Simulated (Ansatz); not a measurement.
# Geometry relaxation of Ir (part 2 of 2)

Continued. System: Ir (slab, 4 atoms in the cell). Method: DFT r2SCAN, scalar-relativistic, plane waves, PAW, no spin polarisation (Ansatz 0.2.0); cutoff 500 eV, 11×11×1 k-mesh, Gaussian smearing of 0.1 eV. The structure derives from an entry of the Crystallography Open Database. The input holds or restrains some coordinates. Forces given for the steps count only the free coordinates. It belongs to a series of runs on one base structure; here: clean slab, lower half held.

Geometry of the input (Å; fractional positions):
```
2.7183  0.0000  0.0000
0.0000  2.7183  0.0000
0.0000  0.0000  22.7663
Ir 0.5000  0.5000  0.3734
Ir 0.0000  0.0000  0.4578
Ir 0.5000  0.5000  0.5422
Ir 0.0000  0.0000  0.6266
```

### Output, continued
```
SCF iter   1: F=—  HF=-47791.855309 eV  |F-HF|=—  |Δ(HF+E_count)|=         —  Δρ=1.30e-5  dr2=5.41e-7  dr2_τ=7.36e-8  ethr=7.96e-10  p=0.000 e·Å  D=1.63e-5 V/Å  ΔV_dip=-0.00 eV  dr2_dipole=2.55e-13  V_vac-E_F(+/−)=5.65/5.65 eV  ⟨swp⟩=1.0  Hψ=2226  notcnv=0
efield: sawtooth ramp at fractional position 0.9800 (handed on by an earlier solve), width 0.0400; the density the first Hamiltonian is built on has a dipole p = 0.000 e·Å; the dipole correction subtracts the counter field D = 1.63e-5 V/Å, which shifts the + side's vacuum level by -0.00 eV against the − side's; the planar-averaged density in the ramp window peaks in size at 1.1e-5 e/Å³
preconditioner: auto → LDOS  [metal: Δε(μ)=0.046 eV  Ē_g=6.350 eV  σ=0.100 eV  W_gap=0.25  n_scr=28 (ndim 8)  ℏωp=17.2 eV  f_vac=0.591  D(μ)=5.92/eV (n_scr^D=46)  β→1.0]
SCF iter   2: F=—  HF=-47791.855309 eV  |F-HF|=—  |Δ(HF+E_count)|=   1.44e-7  Δρ=1.33e-5  dr2=7.12e-7  dr2_τ=4.14e-8  ethr=7.95e-10  p=0.000 e·Å  D=2.22e-5 V/Å  ΔV_dip=-0.00 eV  dr2_dipole=1.83e-8  V_vac-E_F(+/−)=5.65/5.65 eV  ⟨swp⟩=3.1  Hψ=1687  notcnv=0
SCF iter   3: F=-47791.855309 eV  HF=-47791.855309 eV  |F-HF|=2.21e-9  |Δ(HF+E_count)|=   1.34e-7  Δρ=2.24e-6  dr2=2.30e-8  dr2_τ=7.60e-10  ethr=1.47e-10  p=0.000 e·Å  D=3.89e-5 V/Å  ΔV_dip=-0.00 eV  dr2_dipole=2.19e-9  V_vac-E_F(+/−)=5.65/5.65 eV  ⟨swp⟩=11.3  Hψ=7466  notcnv=0
SCF 5 converged in 3 iterations: F = -47791.855309 eV  dr2 = 2.30e-8
relax step   5: F+E_penalty+E_count = -47791.85530857 eV  Δ(F+E_penalty+E_count) = -2.842e-7 eV  max|allowed force component| = 4.000e-3 eV/Å  Δτ_max = 0.0000 Å  (3 SCF iters, accepted)
iter 1 solved again at ethr=3.44e-11 eV; its pass at ethr=3.10e-3 eV (dr2=2.34e-8 eV) is discarded
SCF iter   1: F=—  HF=-47791.855309 eV  |F-HF|=—  |Δ(HF+E_count)|=         —  Δρ=2.24e-6  dr2=2.30e-8  dr2_τ=7.61e-10  ethr=3.44e-11  p=0.000 e·Å  D=3.89e-5 V/Å  ΔV_dip=-0.00 eV  dr2_dipole=2.19e-9  V_vac-E_F(+/−)=5.65/5.65 eV  ⟨swp⟩=1.0  Hψ=2755  notcnv=0
efield: sawtooth ramp at fractional position 0.9800 (kept from the solve that this one continues, or follows in the run), width 0.0400; the density the first Hamiltonian is built on has a dipole p = 0.000 e·Å; the dipole correction subtracts the counter field D = 3.89e-5 V/Å, which shifts the + side's vacuum level by -0.00 eV against the − side's; the planar-averaged density in the ramp window peaks in size at 1.1e-5 e/Å³
SCF iter   2: F=-47791.855309 eV  HF=-47791.855309 eV  |F-HF|=1.22e-9  |Δ(HF+E_count)|=   1.05e-8  Δρ=1.41e-6  dr2=8.17e-9  dr2_τ=5.28e-10  ethr=3.38e-11  p=0.000 e·Å  D=5.42e-5 V/Å  ΔV_dip=-0.00 eV  dr2_dipole=2.21e-10  V_vac-E_F(+/−)=5.65/5.65 eV  ⟨swp⟩=12.2  Hψ=6697  notcnv=0
SCF 6 converged in 2 iterations: F = -47791.855309 eV  dr2 = 8.17e-9
```

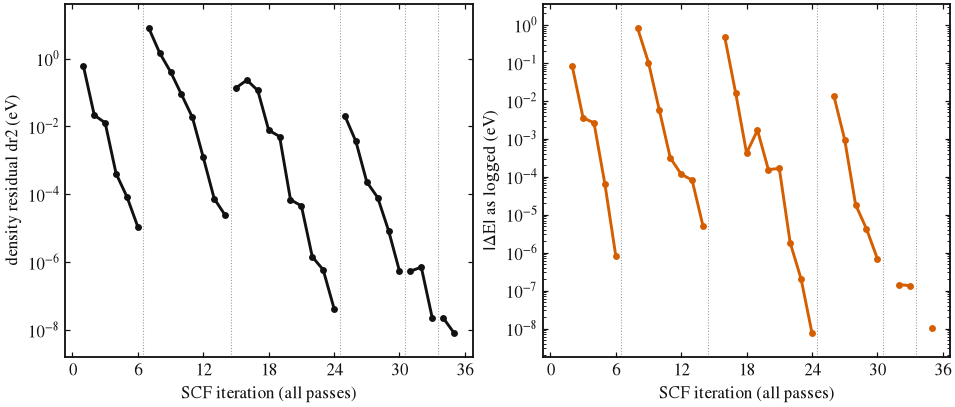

**Figure 1.** Convergence of the self-consistent field: density residual dr2 and size of the energy change against the SCF iteration. Dotted lines part the SCF passes that the log prints in full.

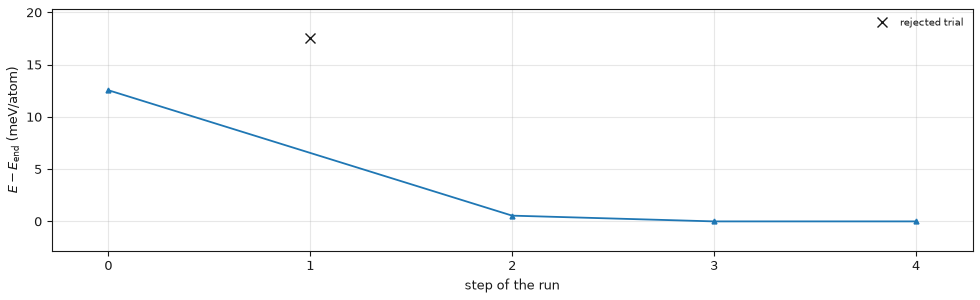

**Figure 2.** Progress of the restrained relaxation, step by step (the first geometry is step 0 here and step 1 in the log).

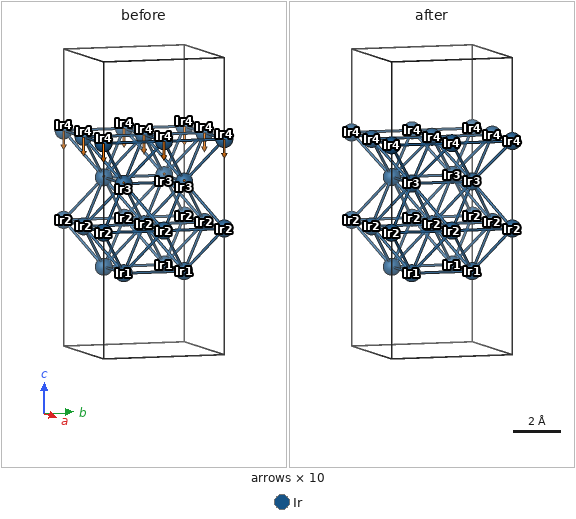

**Figure 3.** Before (left) and after (right) the restrained relaxation, at one scale (ball-and-stick view of the 2 × 2 repeat of the cell, with the vacuum cut short, seen slightly off an axis). The orange arrows give the displacements, magnified 10 times. After 4 geometry steps the energy has fallen by 12.6 meV per atom. Largest force component: 0.98 eV/Å at the start, 0.004 eV/Å at the end. The line search rejected the trial step at point 1 (counted from 0) and went back. The largest move is that of Ir4, 0.086 Å. The cell doesn't change. Distances before and after: Ir3–Ir4 2.718 → 2.650 Å, Ir2–Ir3 2.718 → 2.727 Å. (Atoms are counted from 1 in the order of the input.)

```
WARN: The output density's exchange-correlation potential varies sharply where the density is thin. Do not read a vacuum level from v_tot or v_xc, or from such a field of the output density. On a cell that repeats whose density bears no net charge and no dipole along the vacuum's axis use v_es (v_loc + v_h of the components); under efield.dipole_correction with no amplitude use v_es + v_field, which holds any external_charges[].barrier, or the levels of the report's work_function block, which leave it out; under a non-zero efield.amplitude the vacuum is tilted and has no level; on a cell that repeats and bears such a dipole with no correction it is tilted too, and efield.dipole_correction with no amplitude gives each side of its ramp a level where efield: is served; in a cell that repeats whose density bears a net charge (total_charge, or a fill off its count) it is curved and has none; of a slab under crystal.periodic whose density bears no net charge use v_es, which has a level on each side, short of where the two are joined; of another it falls or rises all the way out and has none; of a slab beside external_charges read slab_vacuum_level instead, which it has where they leave it neutral. The grid or the basis barely resolves most such structure, and the values can differ between equally converged runs; as a rule a tighter scf.convergence.dr2_threshold does not remove it. Where the density itself ripples (under the LDA too) a higher basis.ecutwfc lessens it. The files hold the spikes' plane waves up to the density's cutoff. Files: v_tot_of_output_density and the like, and their columns of v_z.tsv (output.write_potential); v_xc_of_output_density and the like, and their columns of v_comp_z.tsv (output.write_potential_components). Measured: with its Gaussian average of σ = 0.25 Å subtracted twice, the exchange-correlation potential is over 0.1 eV at 2694 of the grid points where the equally averaged density (valence and model cores) is under 1e-3 e/Å³, and 0.555 eV at the most among them, at an averaged density of 5.2e-9 e/Å³. The input density's (outcome.potential() and, of a run that writes arrays, v_tot and v_xc) is over 0.1 eV, so measured, at 162 points of its own thin density, 0.416 eV at the most. See output.write_potential in the manual, Limitations
SCF converged after 2 iterations
Free energy (F): -47791.855309 eV
Harris-Foulkes:  -47791.855309 eV  (|F-HF|=1.22e-9)
Internal energy: -47791.825727 eV  (E = F + TS)
E sigma→0 (E₀):  -47791.840518 eV
Entropy (-TS):   -0.029582 eV (-7.395 meV/atom)
Fermi energy:    4.810596 eV
Dipole field:    D = 0.000076 V/Å  (p = 0.000071 e·Å, saw-weighted, corrected)
Work function:   Φ+ = 5.6487 eV   Φ− = 5.6504 eV
Levels:          The Fermi level and band energies are counted from a zero that moves with the ramp; work functions are not
--- Per-component energies (eV) ---
  E_band       = -1781.544504
  E_kinetic    = 2487.483287
  E_local      = -101389.051007  (includes V_loc(G=0)·N_el)
  E_nonlocal   = 298.198467
  E_hartree    = 49512.782292
  E_xc         = -1016.705622
  E_vxc        = -1327.244614  (∫ρ·V_xc dr)
  E_paw        = -36999.167723  (= ΣΔE_a)
  E_vpaw       = -959.406227  (= ΣTr[D̂ρ^β])
  E_aug_tail   = -0.000059  (compensation charges beyond the density's cutoff)
  E_vtau       = 82.917004  (kinetic-family band-sum trace: ∫τ·v_τ [+ j·A + Jᵃ·Aᵃ] dr)
  E_efield     = 0.000000  (sawtooth field / dipole correction)
  E_vefield    = 0.000094  (∫n·V_field dr)
  E_ewald      = 39315.902212
  E_core_change = -1.267574  (= ΣΔE_core)
  E_smearing   = -0.029582  (= −TS)
  E_closure    = 0.000000  (closes the sum)
  Σ components = -47791.855309   (vs F -47791.855309, Δ=0.00e0)
--- Forces (eV/Å), atoms counted from 1 ---
  atom   1  Ir     0.00000000     0.00000000     0.98448688
  atom   2  Ir    -0.00000000     0.00000000    -0.98924517
  atom   3  Ir     0.00000000     0.00000000     0.00075167
  atom   4  Ir     0.00000000     0.00000000     0.00400032
  max |Σ_I F_I| component: 6.31e-6 eV/Å
--- Band table (eV; the first three rows and the last of 21) ---
  k-point 0: bands = ["-90.2225", "-90.0494", "-89.3334", "-89.2262", "-46.6698", "-46.2927", "-46.2927", "-46.2703", "-46.0570", "-46.0570", "-45.4689", "-45.4128", "-45.4128", "-45.3678", "-45.2985", "-45.2985", "-5.8277", "-3.8170", "-2.7724", "-2.4457", "-2.1644", "-1.3278", "0.0942", "0.7929", "1.2954", "1.2954", "2.3905", "2.6617", "2.7491", "2.7491", "3.4475", "3.7395", "4.5635", "4.7219", "4.7219", "5.0386", "5.6027", "5.8673", "6.0717", "6.0717", "6.7258"]
  k-point 1: bands = ["-90.2202", "-90.0476", "-89.3315", "-89.2243", "-46.6619", "-46.3598", "-46.2869", "-46.2430", "-46.0945", "-46.0551", "-45.4660", "-45.4451", "-45.4109", "-45.3653", "-45.3321", "-45.2962", "-5.5884", "-3.6187", "-2.5947", "-2.2653", "-1.9773", "-1.1789", "0.1524", "0.9215", "1.2134", "1.3436", "1.7521", "2.5833", "2.7029", "3.3555", "3.4745", "3.7011", "3.8448", "4.0146", "4.9382", "5.1069", "5.3297", "5.6944", "6.0974", "6.1782", "8.0695"]
  k-point 2: bands = ["-90.2140", "-90.0429", "-89.3265", "-89.2192", "-46.6440", "-46.4732", "-46.2712", "-46.2441", "-46.1816", "-46.0503", "-45.5348", "-45.4556", "-45.4225", "-45.4060", "-45.3570", "-45.2900", "-4.9328", "-3.1857", "-2.2446", "-1.7418", "-1.6273", "-0.5148", "0.3495", "1.0956", "1.2112", "1.2448", "1.4512", "2.1757", "2.4361", "3.1559", "3.2569", "3.5635", "3.6367", "3.6483", "4.7060", "4.9313", "4.9987", "5.6908", "6.1633", "7.3003", "9.6356"]
  k-point 20: bands = ["-90.1698", "-90.0039", "-89.2862", "-89.1787", "-46.7235", "-46.7233", "-46.4588", "-46.4296", "-46.3886", "-46.2551", "-45.7833", "-45.7826", "-45.6738", "-45.6734", "-45.4401", "-45.3251", "-2.7646", "-2.5960", "-2.1374", "-2.1360", "-1.1380", "-0.9523", "-0.4579", "-0.4283", "1.9447", "2.0283", "3.9038", "3.9609", "4.8551", "4.8910", "5.2182", "5.2936", "5.8125", "6.1337", "6.6609", "6.8866", "7.8411", "9.2349", "11.0003", "12.2678", "13.0019"]
--- Relaxed structure (5 steps of the walk, 4 accepted, 0 SCFs on fresh bases) ---
  F+E_penalty+E_count = -47791.85530857 eV   max|allowed force component| = 4.000e-3 eV/Å
  atoms:
    - { symbol: Ir, position: [0.5, 0.5, 0.37335814370000003] }
    - { symbol: Ir, position: [0.0, 0.0, 0.4577860479] }
    - { symbol: Ir, position: [0.5, 0.5, 0.5427702248107932] }
    - { symbol: Ir, position: [-2.656913710920433e-35, 0.0, 0.6228805025946423] }
```

### Trajectory as extended XYZ (Å, eV, eV/Å), 5 frames, from step=1 to step=5
```
4
Lattice="2.7183 0.0000 0.0000 0.0000 2.7183 0.0000 0.0000 0.0000 22.7663" Properties=species:S:1:pos:R:3:forces:R:3 step=1 energy=-47791.80509
Ir    1.3591    1.3591    8.5000    0.0000   0.0000   0.9820
Ir    0.0000    0.0000   10.4221    0.0000   0.0000  -0.8914
Ir    1.3591    1.3591   12.3442    0.0000   0.0000   0.8914
Ir    0.0000    0.0000   14.2663    0.0000   0.0000  -0.9820
4
Lattice="2.7183 0.0000 0.0000 0.0000 2.7183 0.0000 0.0000 0.0000 22.7663" Properties=species:S:1:pos:R:3:forces:R:3 step=2 energy=-47791.78517 accepted=F
Ir    1.3591    1.3591    8.5000    0.0000   0.0000   0.9571
Ir    0.0000    0.0000   10.4221    0.0000   0.0000  -1.3298
Ir    1.3591    1.3591   12.3493    0.0000   0.0000  -1.0636
Ir    0.0000    0.0000   14.0730    0.0000   0.0000   1.4368
4
Lattice="2.7183 0.0000 0.0000 0.0000 2.7183 0.0000 0.0000 0.0000 22.7663" Properties=species:S:1:pos:R:3:forces:R:3 step=3 energy=-47791.85310
Ir    1.3591    1.3591    8.5000    0.0000   0.0000   1.0016
Ir    0.0000    0.0000   10.4221    0.0000   0.0000  -0.9683
Ir    1.3591    1.3591   12.3653    0.0000   0.0000  -0.2509
Ir    0.0000    0.0000   14.1702    0.0000   0.0000   0.2176
4
Lattice="2.7183 0.0000 0.0000 0.0000 2.7183 0.0000 0.0000 0.0000 22.7663" Properties=species:S:1:pos:R:3:forces:R:3 step=4 energy=-47791.85531
Ir    1.3591    1.3591    8.5000    0.0000   0.0000   0.9842
Ir    0.0000    0.0000   10.4221    0.0000   0.0000  -0.9890
Ir    1.3591    1.3591   12.3569    0.0000   0.0000   0.0007
Ir    0.0000    0.0000   14.1807    0.0000   0.0000   0.0037
4
Lattice="2.7183 0.0000 0.0000 0.0000 2.7183 0.0000 0.0000 0.0000 22.7663" Properties=species:S:1:pos:R:3:forces:R:3 step=5 energy=-47791.85531
Ir    1.3591    1.3591    8.5000    0.0000   0.0000   0.9845
Ir    0.0000    0.0000   10.4221    0.0000   0.0000  -0.9892
Ir    1.3591    1.3591   12.3569    0.0000   0.0000   0.0007
Ir    0.0000    0.0000   14.1807    0.0000   0.0000   0.0040
```

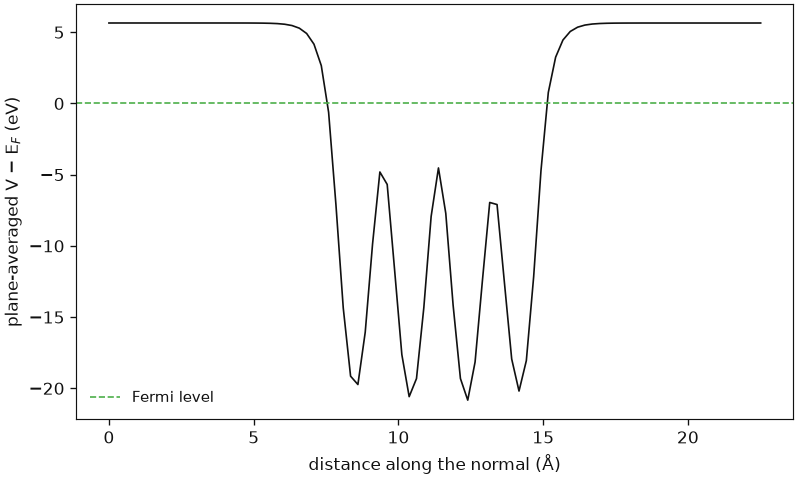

**Figure 4.** Plane average of the electrostatic potential energy of an electron across the cell, from the Fermi level. The vacuum level lies 5.65 eV above the Fermi level.

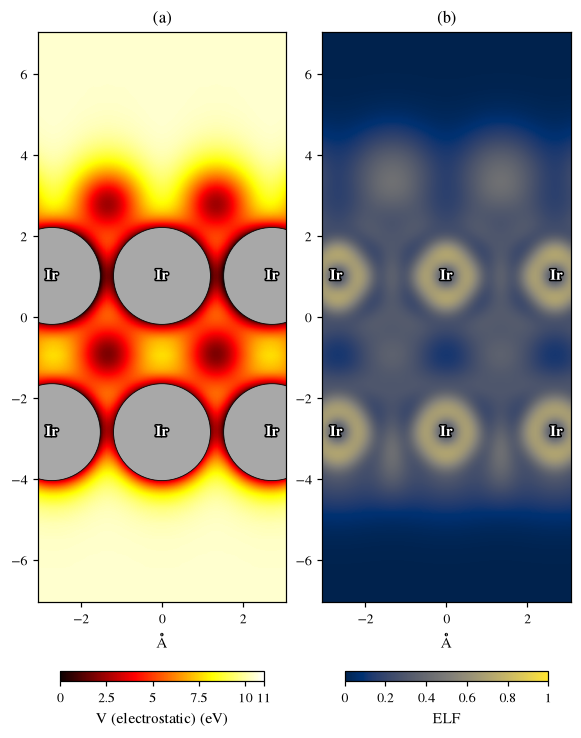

**Figure 5.** (a) electrostatic potential (local pseudopotential plus Hartree) felt by an electron; (b) ELF on the (100) plane of the calculation cell, a cut from vacuum to vacuum. Grey discs, where drawn, cover atomic cores. Ir–Ir (2.72 Å): the ELF is about 0.35 at the midpoint, as expected for metallic bonding. The strong features right at Ir lie inside the PAW spheres (semicore, d or f shells) and say nothing about bonding. The fields are those of the smooth PAW valence density.

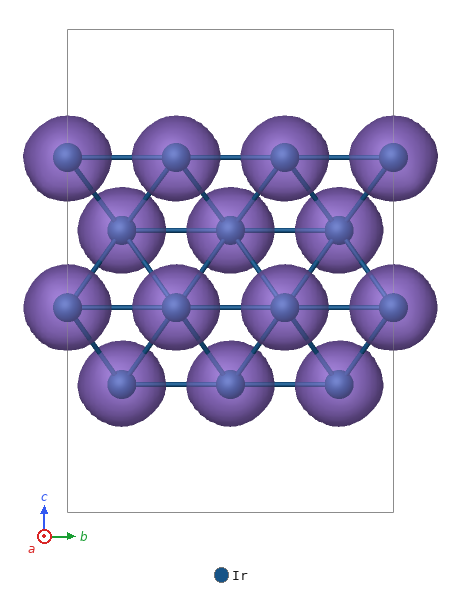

**Figure 6.** Isosurface of the valence charge density (pseudo) at 0.6 e/Å³ (purple), seen along the a axis. Sticks mark near contacts. At this value the density breaks into separate islands; it holds about 80 % of the electrons treated as valence (semicore included). It is pinched off along the Ir–Ir (2.65 Å) and Ir–Ir (2.72 Å) contacts. On the grid the lowest density along these lines, outside the cores, is 0.5 e/Å³ (Ir–Ir, 2.65 Å) and 0.44 e/Å³ (Ir–Ir, 2.72 Å).

### Summary

| quantity | value |
| --- | --- |
| outcome | converged under the restraints of the input |
| electrons treated | 68 |
| free energy | −47791.8553 eV |
| work function, top face | 5.65 eV |
| work function, bottom face | 5.65 eV |
| Fermi energy | 4.811 eV |
| gap on the k-point mesh | none (metallic) |
| final volume | 168.22 Å³ |
| work function (upper face) | 5.65 eV |
| largest force (length of the vector) at the end, held atoms and coordinates included | 0.989 eV/Å |
| wall time | 95 s (CPU time 3.1 min) |
| peak memory | 0.81 GiB |

### Notes

Warnings of the run: the exchange-correlation potential is rough where the density is thin. Spin–orbit coupling is left out, which matters for Ir.
